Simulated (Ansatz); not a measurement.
# Calculations on K$_{7}$F$_{8}$

Part 1: Relaxation

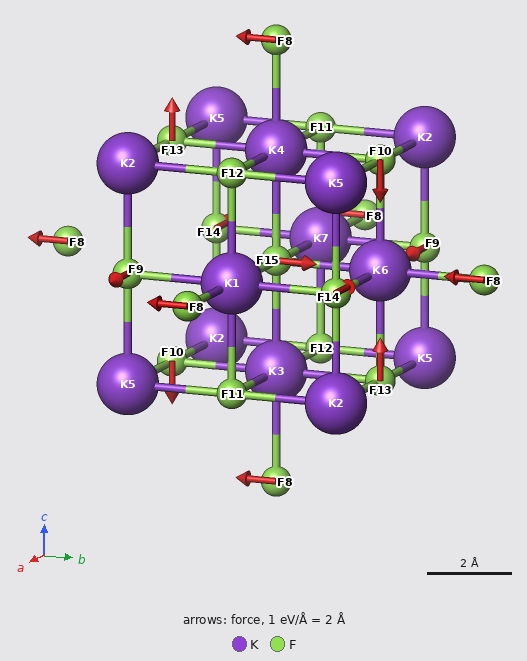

Starting geometry of a defect cell of composition K₇F₈ (cell charge −1) with the computed forces as red arrows. A ball-and-stick model of the atoms within 5.8 Å of the atom that moves most (axes of the conventional cell (4 times the calculation's cell)), seen slightly off an axis. Lengths and directions refer to the drawn axes.

The calculation used Ansatz, DFT PBE, scalar-relativistic, plane waves, PAW; settings changed.

Input
```yaml
crystal:
  lattice:
    - [0.0, 5.4191884945, -5.4191884945]
    - [5.4191884945, 5.4191884945, 0.0]
    - [5.4191884945, 0.0, -5.4191884945]
  atoms:
    - { symbol: K, position: [0.5, -0.5, 0.0] }
    - { symbol: K, position: [1.0, 0.5, 0.0] }
    - { symbol: K, position: [1.0, 0.0, 0.0] }
    - { symbol: K, position: [0.5, 0.5, 0.5] }
    - { symbol: K, position: [0.5, 0.0, 0.5] }
    - { symbol: K, position: [1.0, 0.5, 0.5] }
    - { symbol: K, position: [1.0, 0.0, 0.5] }
    - { symbol: F, position: [0.25, 0.75, 0.25] }
    - { symbol: F, position: [0.25, 0.25, 0.25] }
    - { symbol: F, position: [0.75, 0.75, 0.25] }
    - { symbol: F, position: [0.75, 0.25, 0.25] }
    - { symbol: F, position: [0.25, 0.75, 0.75] }
    - { symbol: F, position: [0.25, 0.25, 0.75] }
    - { symbol: F, position: [0.75, 0.75, 0.75] }
    - { symbol: F, position: [0.75, 0.25, 0.75] }
total_charge: -1
basis:
  ecutwfc: 420
kpoints:
  mp_grid: { grid: [6, 6, 6] }
hamiltonian:
  xc: pbe
scf:
  occupations: { method: gaussian, width: 0.005 }
output:
  forces: true
  eigenvalues: true
  stress: true
relax:
  adjacent_minimum: "off"
  f_tol: 0.02
  max_steps: 50
```

Launched with:
```bash
ansatz run input.yaml --threads 4 --pin off --max-ram 9216MiB --backend cpu --events-out ev --progress --plain --runs-dir out
```

**Is this structure relaxed? If not, where do the atoms go?**

It isn't relaxed: the largest force vector, on F atoms, is 0.53 eV/Å. The atoms end up moving mostly along the starting forces (cosine between the two patterns 1.00). The largest moves, 0.14 Å, are those of F8, F9, F10, F13, F14 and F15. F15 goes along +b. K stays in place. The cell stays as it was. Some distances before and after: K6–F10 2.710 → 2.574 Å. Bond angles that change, for instance: K1–F15–K7 180.0° → 174.3°, F8–K7–F14 90.0° → 84.3°, F8–K7–F9 90.0° → 95.7°. After 3 geometry steps the energy has fallen by 0.225 eV per cell of the calculation. Largest force component: 0.53 eV/Å at the start, 0.0018 eV/Å at the end. The run took 45 s on 4 threads of Arm Neoverse N1 (shared host), peak memory 0.95 GiB.

Limits of the set-up: the periodic images lie only 7.7 Å apart, so the values are limited by the cell's size; the cell is charged, on a uniform background, and energies carry no finite-size correction.

Part 2: Relaxation

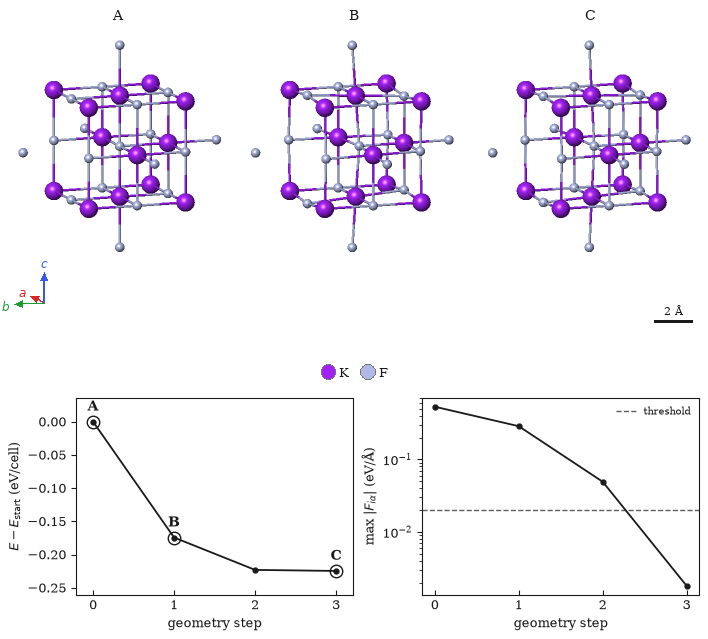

Frames of a relaxation of a defect cell of composition K7F8 (cell charge −1), marked on the history of the run. Style: ball-and-stick. Shown: the atoms within 5.8 Å of the atom that moves most (axes of the conventional cell (4 times the calculation's cell)), from a free direction. Lengths and directions refer to the drawn axes.

Case: K vacancy, atoms relaxed.

All numbers below come from Ansatz, DFT PBE, scalar-relativistic, plane waves, PAW. (plane-wave cutoff 420 eV; k-point mesh 4 × 4 × 4; occupations gaussian; smearing width 0.05 eV; no spin polarisation; atoms relaxed in a fixed cell; force threshold 0.02 eV/Å; at most 50 steps)

### What happens along the run?

The energy falls by 0.225 eV per cell of the calculation in 3 geometry steps. The largest force component goes from 0.53 to 0.0018 eV/Å. The largest moves, 0.14 Å, are those of F atoms. K stays in place. The cell stays as it was. Among the contacts that change: F–K 2.710 → 2.574 Å. Among the angles between lasting bonds that change: F–K–F 90.0° → 95.7°, K–F–K 180.0° → 174.3°, F–K–F 90.0° → 84.3°. From step 0 to 1: F atoms move most (0.20 Å), energy −0.174 eV per cell of the calculation. From step 1 to 3: F atoms move most (0.06 Å), energy −50.3 meV per cell of the calculation.

```json
{"step": "0", "E − E(0), meV/atom": "0.00", "largest force component, eV/Å": "0.5322"}
{"step": "1", "E − E(0), meV/atom": "-11.63", "largest force component, eV/Å": "0.2869"}
{"step": "2", "E − E(0), meV/atom": "-14.88", "largest force component, eV/Å": "0.0493"}
{"step": "3", "E − E(0), meV/atom": "-14.98", "largest force component, eV/Å": "0.0018"}
```

Limits of the set-up: the periodic images lie only 7.7 Å apart, so the values are limited by the cell's size; the cell is charged, on a uniform background, and energies carry no finite-size correction.

Part 3: Path

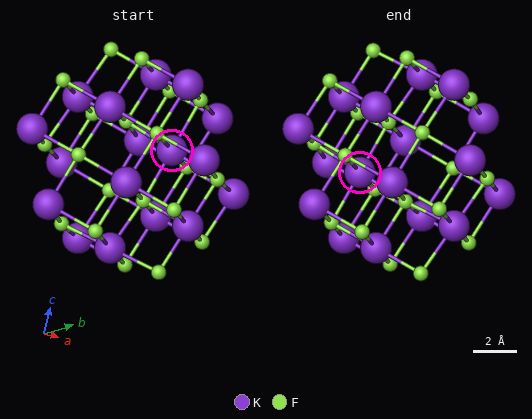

The two relaxed end points of a path for a defect cell of composition K7F8 (cell charge −1) with a K vacancy (15 atoms in the cell). A ball-and-stick model of the atoms within 5.5 Å of the middle of the path, seen slightly off an axis. The moving atom is ringed, with any periodic copies. Bonds to atoms that aren't drawn are left out.

The calculation used Ansatz 0.2.0, DFT PBE, scalar-relativistic, plane waves, PAW.

The input:
```yaml
crystal:
  lattice:
    - [0.0, 5.4191884945, -5.4191884945]
    - [5.4191884945, 5.4191884945, 0.0]
    - [5.4191884945, 0.0, -5.4191884945]
  atoms:
    - { symbol: K, position: [0.5, 0.0, 0.0] }
    - { symbol: K, position: [1.0, 0.5, 0.0] }
    - { symbol: K, position: [1.0, 0.0, 0.0] }
    - { symbol: K, position: [0.5, 0.5, 0.5] }
    - { symbol: K, position: [0.5, 0.0, 0.5] }
    - { symbol: K, position: [1.0, 0.5, 0.5] }
    - { symbol: K, position: [1.0, 0.0, 0.5] }
    - { symbol: F, position: [0.237492142, 0.762507858, 0.262507858] }
    - { symbol: F, position: [0.237492142, 0.237492142, 0.262507858] }
    - { symbol: F, position: [0.75, 0.75, 0.25] }
    - { symbol: F, position: [0.762507858, 0.237492142, 0.262507858] }
    - { symbol: F, position: [0.237492142, 0.762507858, 0.737492142] }
    - { symbol: F, position: [0.25, 0.25, 0.75] }
    - { symbol: F, position: [0.762507858, 0.762507858, 0.737492142] }
    - { symbol: F, position: [0.762507858, 0.237492142, 0.737492142] }
total_charge: -1
basis:
  ecutwfc: 420
kpoints:
  mp_grid: { grid: [4, 4, 4] }
hamiltonian:
  xc: pbe
scf:
  occupations: { method: gaussian, width: 0.05 }
output:
  forces: true
neb:
  images: 5
  f_tol: 0.05
  max_iterations: 60
  order_check: false
  final_atoms:
    - { symbol: K, position: [0.5, -0.5, 0.0] }
    - { symbol: K, position: [1.0, 0.5, 0.0] }
    - { symbol: K, position: [1.0, 0.0, 0.0] }
    - { symbol: K, position: [0.5, 0.5, 0.5] }
    - { symbol: K, position: [0.5, 0.0, 0.5] }
    - { symbol: K, position: [1.0, 0.5, 0.5] }
    - { symbol: K, position: [1.0, 0.0, 0.5] }
    - { symbol: F, position: [0.2374921512, 0.7374921512, 0.2625078488] }
    - { symbol: F, position: [0.2374921512, 0.2625078488, 0.2625078488] }
    - { symbol: F, position: [0.7625078488, 0.7374921512, 0.2625078488] }
    - { symbol: F, position: [0.75, 0.25, 0.25] }
    - { symbol: F, position: [0.25, 0.75, 0.75] }
    - { symbol: F, position: [0.2374921512, 0.2625078488, 0.7374921512] }
    - { symbol: F, position: [0.7625078488, 0.7374921512, 0.7374921512] }
    - { symbol: F, position: [0.7625078488, 0.2625078488, 0.7374921512] }
  climbing: immediate
```

Command:
```bash
ansatz run input.yaml --threads 4 --pin off --max-ram 9216MiB --backend cpu --events-out ev --progress --plain --runs-dir out
```

### What barrier does the band find between them, and by what path?

The barrier is about 0.66 eV in both directions, with image 3 at the top; the ends have the same energy. It is a vacancy jump: a nearby atom moves into the empty site and leaves its own site empty. A K atom travels furthest, 3.83 Å from end to end, along −b, on a straight line. At the highest image its nearest neighbour (F) is 2.35 Å away, against 2.71 Å at the start, and the surrounding atoms stand up to 0.34 Å off the mean of their end positions. The band is converged.

Energies of the converged images:

| image | path (Å) | E (eV) |
| --- | --- | --- |
| 0 | 0.00 | 0.000 |
| 1 | 0.71 | 0.145 |
| 2 | 1.41 | 0.463 |
| 3 | 2.12 | 0.660 |
| 4 | 2.83 | 0.463 |
| 5 | 3.53 | 0.145 |
| 6 | 4.24 | 0.000 |

The geometry at the top of the path:

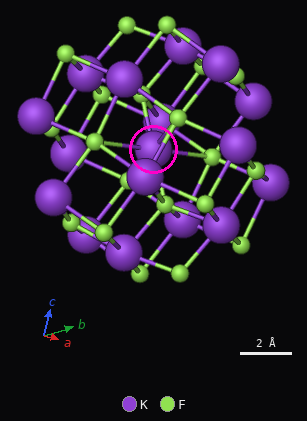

Limits of the set-up: the periodic images lie only 7.7 Å apart, so the values are limited by the cell's size; the cell is charged, on a uniform background, and energies carry no finite-size correction.

The run took 23 min on 4 threads of Arm Neoverse N1, on a shared host, peak memory 3.5 GiB.
